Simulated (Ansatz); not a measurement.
## Electronic structure of InSb (slab) in real space

Input file:

```
crystal:
  lattice:
    - [4.6915474111, 0.0, 0.0]
    - [-2.3457737056, 4.0629992411, 0.0]
    - [0.0, 0.0, 23.618922946]
  atoms:
    - { symbol: Sb, position: [0.0, 0.0, 0.3175419987] }
    - { symbol: In, position: [0.3333333333, 0.6666666667, 0.3580882212] }
    - { symbol: Sb, position: [0.3333333333, 0.6666666667, 0.4797268887] }
    - { symbol: In, position: [0.6666666667, 0.3333333333, 0.5202731113] }
    - { symbol: Sb, position: [0.6666666667, 0.3333333333, 0.6419117788] }
    - { symbol: In, position: [0.0, 0.0, 0.6824580013] }
basis:
  ecutwfc: 420
kpoints:
  mp_grid: { grid: [9, 9, 1] }
hamiltonian:
  xc: pbe
scf:
  occupations: { method: gaussian, width: 0.1 }
output:
  forces: true
  stress: true
  eigenvalues: true
  write_density: true
  write_potential: true
  elf: true
  volumetric_format: npy
efield:
  axis: 3
  dipole_correction: true
  ramp_width: 0.04
```

Command:

```sh
ansatz run input.yaml --threads 1 --pin off --max-ram 2560MiB --backend cpu --events-out ev --progress --plain --runs-dir out
```

Not relaxed (largest force 0.5 eV/Å).

The calculation used Ansatz 0.2.0, DFT PBE, scalar-relativistic, plane waves, PAW.

Core electrons are frozen (PAW), and the valence fields are smoothed inside the atomic spheres.

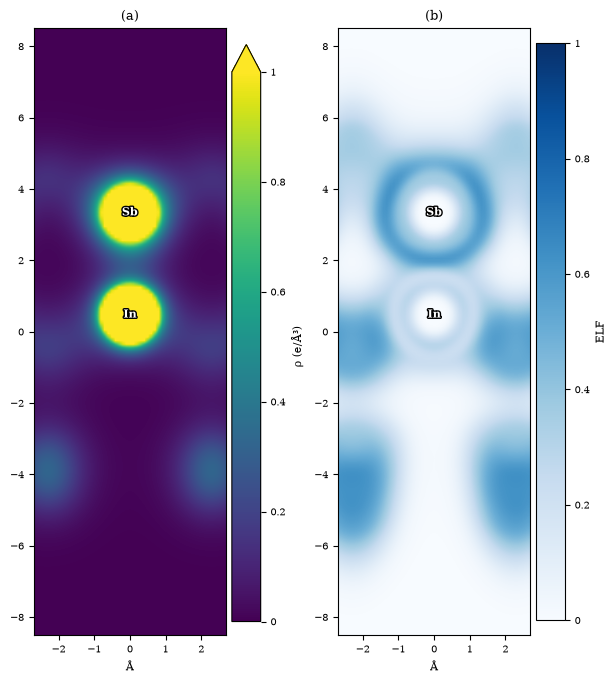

Figure 1. (a) valence electron density; (b) electron localisation function on the (010) plane of the calculation cell, a cut from vacuum to vacuum.

**Interpret the plot.**

The plane passes through In and Sb nuclei. In–Sb (2.87 Å): the density is about 0.31 e/Å³ at the midpoint; the ELF reaches about 0.60 near the midpoint. The density dies away to nearly zero in the vacuum.

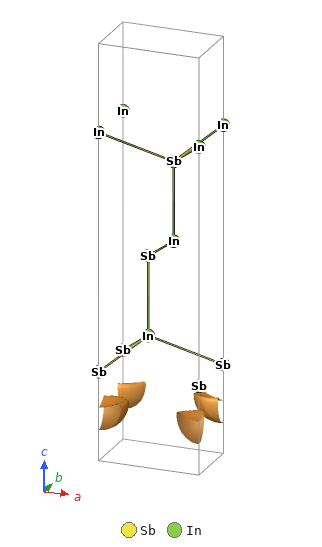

Figure 2. Isosurface of the electron localisation function at 0.7 (orange), seen slightly off an axis. Only the valence region is drawn (cores and ρ < 0.01 e/Å³ removed). Sticks mark near contacts.

**Identify the bonds, lone pairs and shells in this picture.**

The ELF exceeds this value in one lobe on Sb, pointing away from the bonds (lone pairs), counted in one cell of 6 atoms. Counts are for one cell; the picture repeats the cell along the surface.

**Does the calculation make it a metal, or give it a gap?**

It is metallic or semimetallic at this level of theory: no gap opens.
